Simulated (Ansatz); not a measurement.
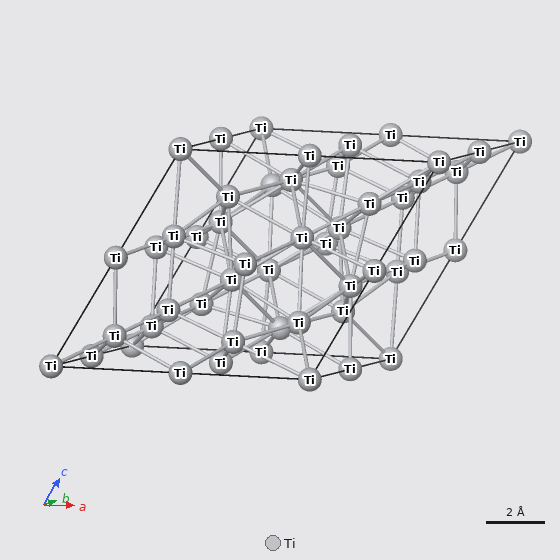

The figure gives a ball-and-stick picture of the atoms, viewed from a general direction. The supercell is outlined; an atom on or near a face, edge or corner is repeated at each equivalent position. The host is Ti, in a cell of 32 sites, and the cell is neutral.

> Name the defect and give its surroundings.

A titanium vacancy. Around the empty site lie eight Ti at about 2.6 Å.

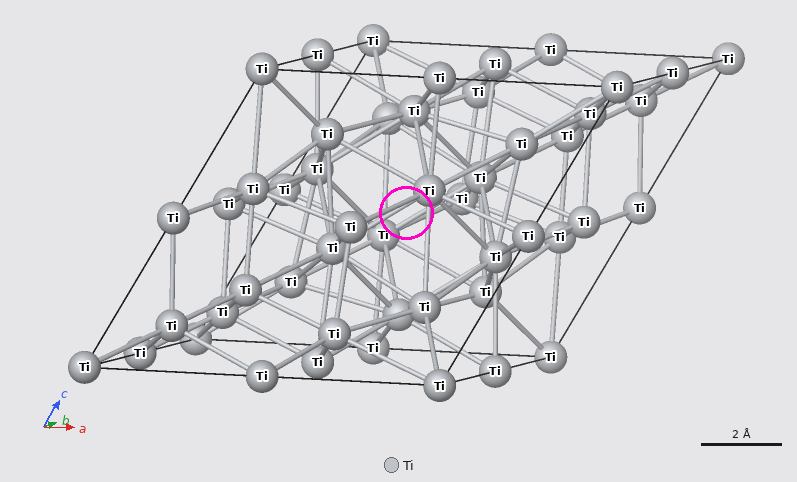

The same cell with a ring at the defect's site.

The atoms were relaxed in the host's cell with DFT PBE, scalar-relativistic, plane waves, PAW (Ansatz 0.2.0).
